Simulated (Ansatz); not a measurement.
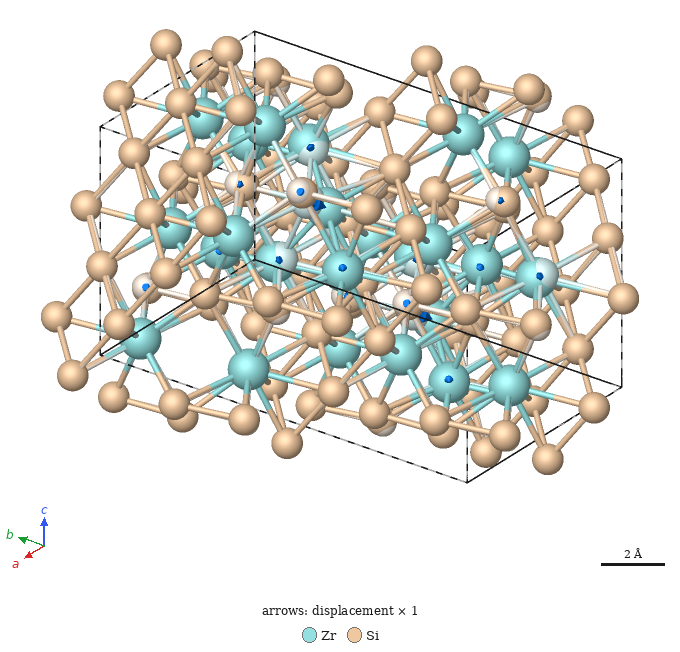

This is a relaxation of a defect cell of composition Zr11Si19. The starting structure is drawn faded, the final one solid; blue arrows show the displacements, at their true length.

A ball-and-stick model of the conventional cell (2 times the calculation's cell) (origin shifted), seen from a free direction. Lengths and directions refer to the drawn axes.

Case: Zr on a Si site (c), charge +0, atoms relaxed at the host's cell.

Computed with DFT PBE, scalar-relativistic, plane waves, PAW in Ansatz 0.2.0.

Input
```yaml
crystal:
  lattice:
    - [3.7051806616, 0.0, 7.3581440238]
    - [7.4103613233, 0.0, -3.6790720119]
    - [1.8525903308, 7.3940131348, 3.6790720119]
  atoms:
    - { symbol: Zr, position: [0.7946665376, 0.05, 0.2106669248] }
    - { symbol: Zr, position: [0.9946665376, 0.45, 0.2106669248] }
    - { symbol: Zr, position: [0.3946665376, 0.25, 0.2106669248] }
    - { symbol: Zr, position: [0.1946665376, 0.85, 0.2106669248] }
    - { symbol: Zr, position: [0.5946665376, 0.65, 0.2106669248] }
    - { symbol: Zr, position: [0.8053334624, 0.15, 0.7893330752] }
    - { symbol: Zr, position: [0.0053334624, 0.55, 0.7893330752] }
    - { symbol: Zr, position: [0.4053334624, 0.35, 0.7893330752] }
    - { symbol: Zr, position: [0.2053334624, 0.95, 0.7893330752] }
    - { symbol: Zr, position: [0.6053334624, 0.75, 0.7893330752] }
    - { symbol: Zr, position: [0.4530999447, 0.05, 0.8938001106] }
    - { symbol: Si, position: [0.6530999447, 0.45, 0.8938001106] }
    - { symbol: Si, position: [0.0530999447, 0.25, 0.8938001106] }
    - { symbol: Si, position: [0.8530999447, 0.85, 0.8938001106] }
    - { symbol: Si, position: [0.2530999447, 0.65, 0.8938001106] }
    - { symbol: Si, position: [0.1469000553, 0.15, 0.1061998894] }
    - { symbol: Si, position: [0.3469000553, 0.55, 0.1061998894] }
    - { symbol: Si, position: [0.7469000553, 0.35, 0.1061998894] }
    - { symbol: Si, position: [0.5469000553, 0.95, 0.1061998894] }
    - { symbol: Si, position: [0.9469000553, 0.75, 0.1061998894] }
    - { symbol: Si, position: [0.1503123055, 0.05, 0.4993753891] }
    - { symbol: Si, position: [0.3503123055, 0.45, 0.4993753891] }
    - { symbol: Si, position: [0.7503123055, 0.25, 0.4993753891] }
    - { symbol: Si, position: [0.5503123055, 0.85, 0.4993753891] }
    - { symbol: Si, position: [0.9503123055, 0.65, 0.4993753891] }
    - { symbol: Si, position: [0.4496876945, 0.15, 0.5006246109] }
    - { symbol: Si, position: [0.6496876945, 0.55, 0.5006246109] }
    - { symbol: Si, position: [0.0496876945, 0.35, 0.5006246109] }
    - { symbol: Si, position: [0.8496876945, 0.95, 0.5006246109] }
    - { symbol: Si, position: [0.2496876945, 0.75, 0.5006246109] }
basis:
  ecutwfc: 420
  xc_grid: 2
kpoints:
  mp_grid: { grid: [4, 3, 4], shift: [0.0, 0.0, 0.0] }
hamiltonian:
  xc: pbe
scf:
  occupations: { method: gaussian, width: 0.1 }
output:
  forces: true
  stress: false
  eigenvalues: true
relax:
  adjacent_minimum: "off"
  f_tol: 0.025
  max_steps: 45
```

Run as
```bash
ansatz run input.yaml --threads 4 --pin off --max-ram 10240MiB --backend cpu --events-out ev --progress --plain --runs-dir out
```

Which element moves most?

Answer. Zirconium: up to 0.75 Å, against 0.20 Å for silicon.

What did the optimiser do to the structure, and how much energy did it gain?

Answer. After 6 geometry steps the energy has fallen by 2.954 eV per cell of the calculation. The largest force component goes from 5.3 to 0.0031 eV/Å. Zr11 moves most: 0.75 Å along −b. Largest moves by element: Zr 0.75 Å, Si 0.20 Å. The lattice vectors keep their values. Among the contacts that change: Zr3–Zr11 2.987 → 3.612 Å, Zr11–Si23 3.455 → 2.839 Å, Zr11–Si26 3.440 → 2.844 Å, Zr11–Si16 2.419 → 2.766 Å. The run took 6.1 min on 4 threads of Arm Neoverse V1 (shared host), peak memory 2 GiB.

Limits of the set-up: the periodic images lie only 8.2 Å apart, so the values are limited by the cell's size.
